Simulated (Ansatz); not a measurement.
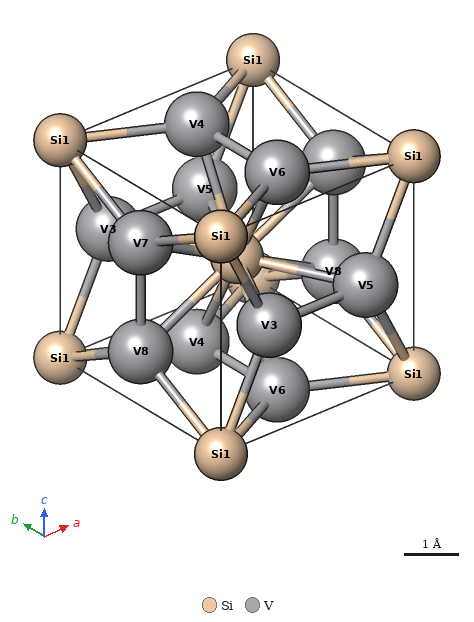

**Figure 1.** The structure as given in the input (ball-and-stick view of the cell of the calculation, seen at an oblique angle; atoms are numbered from 1 in the order of the input). An atom can appear more than once, as a periodic image. Near neighbours in the periodic cell (some may lie outside the picture): Si has 12 V at 2.63 Å; V has 4 Si at 2.63 Å and 2 V at 2.36 Å.

**V3Si: single-point calculation (part 1 of 2)**

System: V3Si (Pm-3n, 8 atoms in the cell).
Method: DFT, PBE, PAW, plane waves, scalar-relativistic, spin-polarised (Ansatz 0.2.0).

The structure derives from an entry of the Crystallography Open Database. It belongs to a series of runs on one base structure; here: parallel moments, plain SCF. Figures and captions count atoms from 1; the log counts them from 0 in places.

The input
```yaml
crystal:
  lattice:
    - [4.712, 0.0, 0.0]
    - [0.0, 4.712, 0.0]
    - [0.0, 0.0, 4.712]
  atoms:
    - { symbol: Si, position: [0.0, 0.0, 0.0] }
    - { symbol: Si, position: [0.5, 0.5, 0.5] }
    - { symbol: V, position: [0.25, 0.0, 0.5], spin: 2.0 }
    - { symbol: V, position: [0.5, 0.75, 0.0], spin: 2.0 }
    - { symbol: V, position: [0.75, 0.0, 0.5], spin: 2.0 }
    - { symbol: V, position: [0.5, 0.25, 0.0], spin: 2.0 }
    - { symbol: V, position: [0.0, 0.5, 0.75], spin: 2.0 }
    - { symbol: V, position: [0.0, 0.5, 0.25], spin: 2.0 }
magnetization:
  spin_polarized: true
hamiltonian:
  xc: pbe
  pseudopotentials: { kind: paw }
basis:
  ecutwfc: 420
kpoints:
  mp_grid: { grid: [5, 5, 5] }
scf:
  occupations: { method: fermi_dirac, width: 0.1 }
  lower_state_search: "off"
output:
  forces: true
  stress: true
  write_density: true
  write_potential: true
  elf: true
  volumetric_format: npy
```

Run as:
```bash
ansatz run input.yaml --threads 2 --pin off --max-ram 5120MiB --backend cpu --events-out ev --progress --plain --runs-dir out
```

Log
```
Engine: ansatz 0.2.0, x86_64-unknown-linux-gnu
Pseudopotentials: kind: paw
Pseudopotential: Si, paw, valence charge 4, recommended cutoff 420 eV (normal), Si.paw.azcp
Pseudopotential: V, paw, valence charge 13, recommended cutoff 420 eV (normal), V.paw.azcp
Functional definition: PBE
  parameter kappa = 0.804
  parameter beta = 0.06672455060314922
  exchange = pbe_x(kappa = kappa, mu = beta*pi^2/3)
  correlation = pbe_c(beta = beta)
Crystal: 8 atoms, lattice volume = 104.620 Å³
Basis set: ecut = 420 eV, 2007 PW (Γ), exchange–correlation on 64×64×64 points (8 copies of the dense FFT grid, shifted against one another)
Bands: 59, of which v1, the nominal top of the filled ones, is band 43 counted from 1 (42 counted from 0)
Symmetry: 48 space group operations
Space group: Pm-3n (ITA 223), of the structure as read, at distance tolerance 4.7e-5 Å
Magnetic group: BNS 223.104 (UNI 1606), of the structure as read, at distance tolerance 4.7e-5 Å
k-points: 10 of 125
Non-local potential: Si, projectors of the file, l = 0: 2, l = 1: 2, l = 2: 2
Non-local potential: V, projectors of the file, l = 0: 3, l = 1: 2, l = 2: 3, l = 3: 1
PAW form: soft (Blöchl's): semilocal exchange-correlation on the pseudo side does not see the compensation charge
PAW one-centre angular grid: Si, 110 points (default); XC on 64 Gauss nodes
PAW one-centre angular grid: V, 590 points (default); XC on 64 Gauss nodes
Initial density: superposition of atomic densities (chi_scale 0.1, normalization cell)
Starting moments: Σ|m| = 12 μB on 6 of 8 sites
Initial wavefunctions: pseudopotential atomic-orbital guess
Functional: x = pbe(κ = 0.804, μ = 0.2195149727645171), c = pbe(β = 0.06672455060314922)
SCF iter   1: F=—  HF=-18748.211035 eV  |F-HF|=—  |Δ(HF+E_count)|=         —  Δρ=1.27e-1 (↑1.27e-1 ↓7.74e-2)  dr2=3.94e0  dr2_m=9.58e0  M=4.492 μB ∫|m|=4.701 μB  β_m=0.30  ethr=3.10e-3  ⟨swp⟩=5.5  Hψ=3831  notcnv=0
preconditioner: auto → Kerker (q_TF=auto, 2.641 Å⁻¹)  [metal: Δε(μ)=0.005 eV  Ē_g=5.168 eV  σ=0.100 eV  W_gap=0.01  n_scr=26 (ndim 8)  ℏωp=22.4 eV  f_vac=0.000  D(μ)=8.59/eV (n_scr^D=92)]
spin=Collinear: Kerker preconditioning applied to the charge; magnetization (m = ρ↑ − ρ↓) channel mixes plain (no charge-response kernel on spin).
SCF iter   2: F=—  HF=-18748.549187 eV  |F-HF|=—  |Δ(HF+E_count)|=   3.38e-1  Δρ=8.86e-2 (↑8.86e-2 ↓6.63e-2)  dr2=1.38e0  dr2_m=5.51e0  M=3.953 μB ∫|m|=4.154 μB  β_m=0.30  ethr=3.10e-3  ⟨swp⟩=2.1  Hψ=1770  notcnv=0  defer=37
SCF iter   3: F=—  HF=-18748.909484 eV  |F-HF|=—  |Δ(HF+E_count)|=   3.60e-1  Δρ=6.08e-2 (↑5.43e-2 ↓6.08e-2)  dr2=3.23e-1  dr2_m=3.11e0  M=3.585 μB ∫|m|=3.773 μB  β_m=0.30  ethr=1.60e-3  ⟨swp⟩=2.6  Hψ=2005  notcnv=0  defer=37
SCF iter   4: F=—  HF=-18749.286411 eV  |F-HF|=—  |Δ(HF+E_count)|=   3.77e-1  Δρ=5.04e-2 (↑5.04e-2 ↓4.18e-2)  dr2=7.46e-2  dr2_m=2.03e0  M=3.081 μB ∫|m|=3.256 μB  β_m=0.30  ethr=3.75e-4  ⟨swp⟩=2.3  Hψ=2141  notcnv=0  defer=11
SCF iter   5: F=—  HF=-18749.513656 eV  |F-HF|=—  |Δ(HF+E_count)|=   2.27e-1  Δρ=3.61e-2 (↑3.61e-2 ↓3.60e-2)  dr2=4.02e-3  dr2_m=1.24e0  M=2.764 μB ∫|m|=2.920 μB  β_m=0.30  ethr=8.68e-5  ⟨swp⟩=2.1  Hψ=2104  notcnv=0  defer=11
SCF iter   6: F=—  HF=-18749.670686 eV  |F-HF|=—  |Δ(HF+E_count)|=   1.57e-1  Δρ=2.88e-2 (↑2.88e-2 ↓2.86e-2)  dr2=3.01e-4  dr2_m=7.88e-1  M=2.487 μB ∫|m|=2.625 μB  β_m=0.30  ethr=4.68e-6  ⟨swp⟩=2.0  Hψ=2337  notcnv=0  defer=11
SCF iter   7: F=—  HF=-18749.772133 eV  |F-HF|=—  |Δ(HF+E_count)|=   1.01e-1  Δρ=2.33e-2 (↑2.33e-2 ↓2.27e-2)  dr2=4.47e-4  dr2_m=5.07e-1  M=2.246 μB ∫|m|=2.366 μB  β_m=0.30  ethr=3.50e-7  ⟨swp⟩=3.0  Hψ=2173  notcnv=0  defer=11
SCF iter   8: F=—  HF=-18749.838341 eV  |F-HF|=—  |Δ(HF+E_count)|=   6.62e-2  Δρ=1.86e-2 (↑1.86e-2 ↓1.85e-2)  dr2=1.15e-4  dr2_m=3.30e-1  M=2.039 μB ∫|m|=2.145 μB  β_m=0.30  ethr=3.50e-7  ⟨swp⟩=2.5  Hψ=2129  notcnv=0  defer=11
Mixer restart at iter 8: flushing history
spin-set hold released at iteration 8 (site moments contracting): the magnetisation degrees of freedom join the quasi-Newton model from the next iteration; the mixer history was flushed
SCF iter   9: F=—  HF=-18749.882162 eV  |F-HF|=—  |Δ(HF+E_count)|=   4.38e-2  Δρ=1.53e-2 (↑1.53e-2 ↓1.50e-2)  dr2=2.39e-4  dr2_m=2.21e-1  M=1.852 μB ∫|m|=1.944 μB  β_m=0.48  ethr=1.34e-7  ⟨swp⟩=3.0  Hψ=2219  notcnv=0  defer=11
SCF iter  10: F=—  HF=-18749.974211 eV  |F-HF|=—  |Δ(HF+E_count)|=   9.20e-2  Δρ=5.58e-3 (↑5.20e-3 ↓5.58e-3)  dr2=2.03e-4  dr2_m=2.78e-2  M=1.059 μB ∫|m|=1.106 μB  β_m=0.75  ethr=1.34e-7  ⟨swp⟩=3.0  Hψ=2494  notcnv=0  defer=11
SCF iter  11: F=—  HF=-18749.995314 eV  |F-HF|=—  |Δ(HF+E_count)|=   2.11e-2  Δρ=1.68e-3 (↑1.68e-3 ↓1.50e-3)  dr2=5.01e-5  dr2_m=2.42e-3  M=0.488 μB ∫|m|=0.509 μB  β_m=0.88  ethr=1.34e-7  ⟨swp⟩=3.0  Hψ=2679  notcnv=0  defer=6
SCF iter  12: F=—  HF=-18750.000160 eV  |F-HF|=—  |Δ(HF+E_count)|=   4.85e-3  Δρ=6.89e-4 (↑4.03e-4 ↓6.89e-4)  dr2=3.54e-4  dr2_m=2.10e-4  M=0.163 μB ∫|m|=0.169 μB  β_m=0.86  ethr=5.82e-8  ⟨swp⟩=3.0  Hψ=2500  notcnv=0  defer=6
SCF iter  13: F=—  HF=-18750.000685 eV  |F-HF|=—  |Δ(HF+E_count)|=   5.26e-4  Δρ=2.95e-4 (↑1.96e-4 ↓2.95e-4)  dr2=1.45e-5  dr2_m=5.57e-5  M=-0.037 μB ∫|m|=0.039 μB  β_m=0.93  ethr=5.82e-8  ⟨swp⟩=3.0  Hψ=2301  notcnv=0  defer=6
SCF iter  14: F=—  HF=-18750.000725 eV  |F-HF|=—  |Δ(HF+E_count)|=   4.01e-5  Δρ=6.58e-5 (↑4.37e-5 ↓6.58e-5)  dr2=1.21e-6  dr2_m=2.70e-6  M=-0.004 μB ∫|m|=0.006 μB  β_m=0.96  ethr=1.68e-8  ⟨swp⟩=3.0  Hψ=2253  notcnv=0  defer=6
iter 15 did not close the SCF: its close was put off for a magnetic moment that had not settled (scf_convergence_deferred on its scf_iter line)
SCF iter  15: F=-18750.000730 eV  HF=-18750.000730 eV  |F-HF|=7.16e-8  |Δ(HF+E_count)|=   4.70e-6  Δρ=8.67e-6 (↑8.67e-6 ↓7.12e-6)  dr2=1.66e-8  dr2_m=5.54e-8  M=-0.001 μB ∫|m|=0.001 μB  β_m=0.98  ethr=1.16e-10  ⟨swp⟩=7.5  Hψ=6821  notcnv=0
iter 16 did not close the SCF: its close was put off for a magnetic moment that had not settled (scf_convergence_deferred on its scf_iter line)
SCF iter  16: F=-18750.000730 eV  HF=-18750.000730 eV  |F-HF|=4.21e-9  |Δ(HF+E_count)|=   1.38e-7  Δρ=2.11e-6 (↑2.11e-6 ↓1.39e-6)  dr2=6.11e-9  dr2_m=1.43e-9  M=-0.000 μB ∫|m|=0.000 μB  β_m=0.99  ethr=1.93e-11  ⟨swp⟩=4.0  Hψ=5513  notcnv=0
SCF iter  17: F=-18750.000730 eV  HF=-18750.000730 eV  |F-HF|=1.46e-10  |Δ(HF+E_count)|=   2.31e-9  Δρ=5.27e-7 (↑3.58e-7 ↓5.27e-7)  dr2=3.91e-10  dr2_m=7.90e-11  M=-0.000 μB ∫|m|=0.000 μB  ethr=7.11e-12  ⟨swp⟩=4.0  Hψ=5539  notcnv=0
WARN: the starting moments were not kept: the SCF closed with an absolute magnetisation of 8.4e-5 μB, where they sum to 12 μB in size (6 sites). That is at most 0.1 of that sum. Measured as dr2_m measures the in/out step, that magnetisation stands 5.1e-10 eV from none, at or under the dr2_threshold of 1.0e-7 eV: it is no larger than a step whose dr2_m would equal this threshold. The system may hold no moment; this SCF shows only that its start led to no more than that. To try another start: raise the starting moments (crystal.atoms[].spin, magnetization.per_species, magnetization.initial_magnetization, or on a non-collinear deck that types none of these the spinor_matrix: blocks that start its atoms; where the total moment is fixed, keep their sum and leave initial_magnetization as it is; typed ones take the place of any that the run laid by itself, positive ones on a crystal's lanthanoids without a Hubbard term where scf.initial_density.shell_occupations: [] is typed) or, if the notice of its spin-set hold's release reads "site moments contracting" or "site moments show no strong build", lengthen the hold (scf.mixing.spin_hold: { on: { confirm: 4 } }; for m-r²SCAN on two components see the key's manual first). Each may lead to a state that holds a moment. A second SCF, from the converged charge density, with the starting moments and any scf.initial_density.shell_occupations laid on it anew, would have followed, and was not run: the deck does not ask for one (magnetization.retry_lost_moments is false, the default). To let it run, set magnetization.retry_lost_moments: true and run the deck again, where that key's refused combinations let it; where memory then withholds it, that run's warning says so.
SCF 1 converged in 17 iterations: F = -18750.000730 eV  dr2 = 3.91e-10
  greatest PAW one-centre occupation: 1.000 electrons in one spin orbital (limit 2), on the V atom at site 7 (counted from 0), in its partial waves of l = 0
```

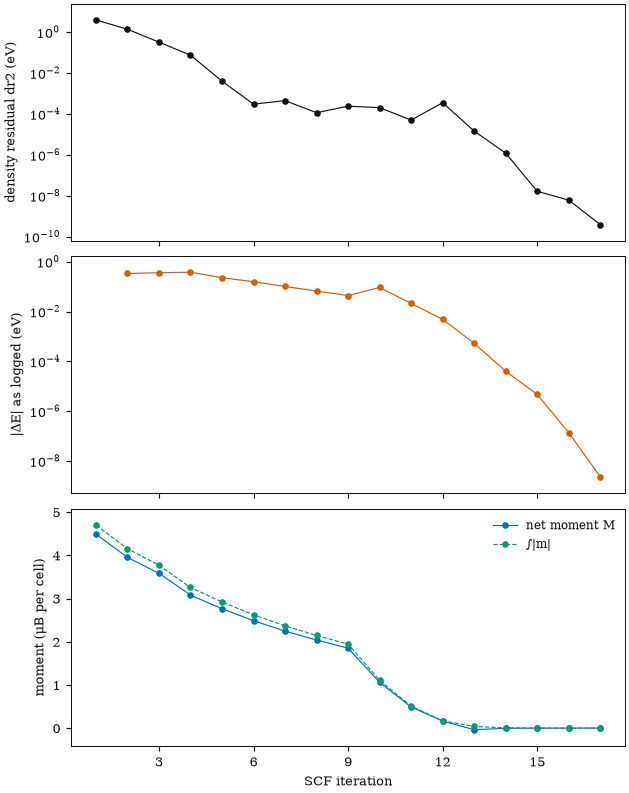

**Figure 2.** Convergence of the self-consistent field: density residual dr2, size of the energy change and magnetic moment against the SCF iteration. The residual falls unevenly and jumps up by a factor of two or more 2 times on the way down. The net moment goes from 4.5 to 0.0 μB per cell, and ∫|m| falls to zero.

```
SCF converged after 17 iterations
Magnetization: -0.0001 μB (43.0000 up, 43.0000 down)
Absolute magnetization: 0.0001 μB (∫|ρ↑−ρ↓|, with the PAW one-centre terms)
Spin contamination: 0.0000 ħ² per cell (⟨S²⟩ above its minimum at these occupations)
Per-site moments (μB) at R_I (Å): [(6.011467852099073e-7, 1.0865613319665854), (6.011467853654144e-7, 1.0865613319665854), (-9.192595124294621e-6, 0.9718500000000001), (-9.192595124459457e-6, 0.9718500000000001), (-9.192595124373053e-6, 0.9718500000000001), (-9.192595124330275e-6, 0.9718500000000001), (-9.19259512437662e-6, 0.9718500000000001), (-9.1925951243343e-6, 0.9718500000000001)]
Free energy (F): -18750.000730 eV
Harris-Foulkes:  -18750.000730 eV  (|F-HF|=1.46e-10)
Internal energy: -18749.639715 eV  (E = F + TS)
E sigma→0 (E₀):  -18749.820223 eV
Entropy (-TS):   -0.361015 eV (-45.127 meV/atom)
Fermi energy:    15.695196 eV
```
